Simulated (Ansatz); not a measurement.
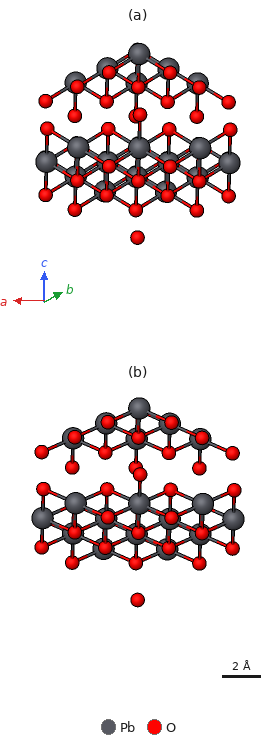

The structure of a crystal of PbO2 (a generated structure, set up in P-3m1) before (top) and after (bottom) a relaxation, at one scale.

A ball-and-stick model of the atoms within 5.8 Å of the atom that moves most (axes of the cell of the calculation), seen from a free direction.

Case: cell and atoms relaxed from a first guess.

All numbers below come from DFT, PBE, PAW with Ansatz's default frozen-core files, scalar-relativistic (Ansatz).

Input
```yaml
crystal:
  lattice:
    - [3.2749755921, 0.0, 0.0]
    - [-1.6374877961, 2.8362120595, 0.0]
    - [0.0, 0.0, 5.2399609474]
  atoms:
    - { symbol: Pb, position: [0.0, 0.0, 0.0] }
    - { symbol: O, position: [0.3333333333, 0.6666666667, 0.25] }
    - { symbol: O, position: [0.6666666667, 0.3333333333, 0.75] }
kpoints:
  mp_grid: { grid: [14, 14, 8] }
scf:
  occupations: { method: fermi_dirac, width: 0.05 }
hamiltonian:
  xc: pbe
  pseudopotentials: { kind: paw }
output:
  forces: true
  stress: true
relax:
  f_tol: 0.005
  max_steps: 80
  cell: {}
```

Summarise the run.

The largest moves relative to the cell, 0.27 Å, are those of O2 and O3. O2 goes along −c. Pb stays in place. Cell: a = b 3.275 → 3.416 Å (+4.3 %), c 5.240 → 5.315 Å (+1.4 %). Volume +10.3 %. Near-neighbour distances that change, for instance: Pb1–O2 2.300 → 2.239 Å. Bond angles that change, for instance: O2–Pb1–O3 89.2° → 80.6°, Pb1–O2–Pb1 90.8° → 99.4°, O2–Pb1–O2 90.8° → 99.4°. The space group stays P-3m1 (No. 164). Over 10 accepted moves (14 points after the start) the energy falls by 163 meV per atom. Largest force component: 1.8 eV/Å at the start, 0.00046 eV/Å at the end. Pressure: −2.62 GPa at the start and 0.01 GPa at the end. The SCF was repeated 4 times at an unchanged geometry on a basis and grid sized afresh for the cell, which shifted the energy by 5.3 meV per atom at most.
